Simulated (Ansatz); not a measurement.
System: C.

The calculation's input:

```
crystal:
  lattice:
    - [2.5115635517, 0.0, 0.0]
    - [-1.2557817758, 2.175077839, 0.0]
    - [0.0, 0.0, 4.1803567994]
  atoms:
    - { symbol: C, position: [0.3383638336, 0.6735390315, 0.0625286081] }
    - { symbol: C, position: [0.666644325, 0.3395986305, 0.5693729397] }
    - { symbol: C, position: [0.3338849214, 0.6607991888, 0.4350988838] }
    - { symbol: C, position: [0.66110692, 0.3260631492, 0.9329995684] }
basis:
  ecutwfc: 420
kpoints:
  mp_grid: { grid: [12, 12, 6] }
hamiltonian:
  xc: pbe
scf:
  occupations: { method: gaussian, width: 0.05 }
output:
  forces: true
  stress: true
  eigenvalues: true
  write_density: true
  write_potential: true
  elf: true
  volumetric_format: npy
relax:
  adjacent_minimum: "off"
  f_tol: 0.01
  max_steps: 80
  cell: { stress_tol: 0.1 }
```

Launched as:

```sh
ansatz run input.yaml --threads 1 --pin off --max-ram 2560MiB --backend cpu --events-out ev --progress --plain --runs-dir out
```

Below, planes, directions and counts refer to the conventional cell (a = 2.51 Å, b = 2.51 Å, c = 4.18 Å, α = 90.00°, β = 90.00°, γ = 120.00°).

The fields are those of the run's last geometry, not of the input's.

Space group P6₃/mmc; changed on purpose from its base cell (all atoms moved at random, sigma 0.02 A a component; relaxed back).

These are results of Ansatz, DFT PBE, scalar-relativistic, plane waves, PAW, not measurements.

> Predict the valence pseudo-density and electron localisation function between the atoms.

C–C (1.54 Å): the density is about 1.6 e/Å³ at the midpoint; the ELF peaks at about 0.95 between the atoms, as expected for a covalent bond.

> Does the calculation make it a metal, or give it a gap?

It is gapped, with a Kohn–Sham gap of 3.4 eV on the k-point mesh, an upper bound to the gap of this method.

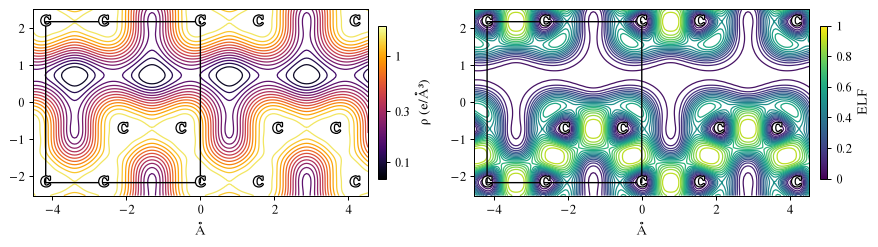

Computed valence pseudo-density and electron localisation function on the (110) plane of the conventional cell, in this order. 

The density is the valence pseudo-density of a PAW calculation; it isn't the true density close to the nuclei.
